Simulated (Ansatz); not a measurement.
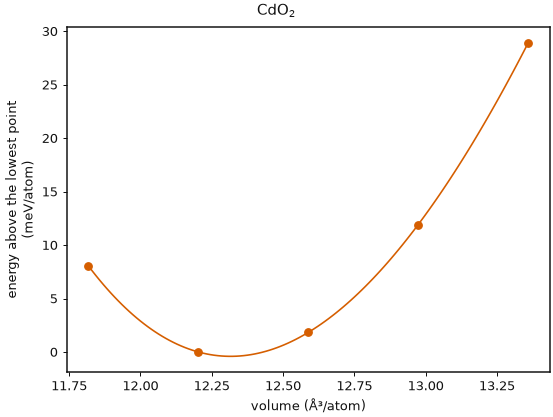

Figure. Energy above the lowest point against volume for CdO₂, space group Fm-3m (No. 225) (one of a set of cubic test structures, which need not be the stable phase).

A third-order Birch–Murnaghan fit gives V0 = 12.32 Å³/atom, B0 = 124 GPa and B′ = 4.7. The energy above the lowest point is 8.0 meV/atom at volume 11.82 Å³/atom and 28.9 meV/atom at 13.36 Å³/atom; the lowest computed point is at volume 12.20 Å³/atom (0.0 meV/atom), and no other minimum shows among the points.

Computed with Ansatz 0.2.0 development build: equation of state of a cubic crystal from periodic Kohn-Sham density functional theory without spin, third-order Birch-Murnaghan fit to the free energies; pressure corrected for the finite basis. Level: r2SCAN.

```csv
setting,value
structure type,fluorite
atoms in cell,3
space group number,225
lattice centring,face-centred primitive
k mesh,11×11×11
occupation method,Fermi–Dirac
occupation width,0.1 eV
wave cutoff,1050 eV
datasets,hand-made PAW
density tolerance,1e-09 eV
bands,20
density cutoff ratio,5
search for lower states,default
xc grid level,2
```

Keep in mind: cubic model structure, not the ambient form; no spin polarisation, a magnetic state may lie lower.
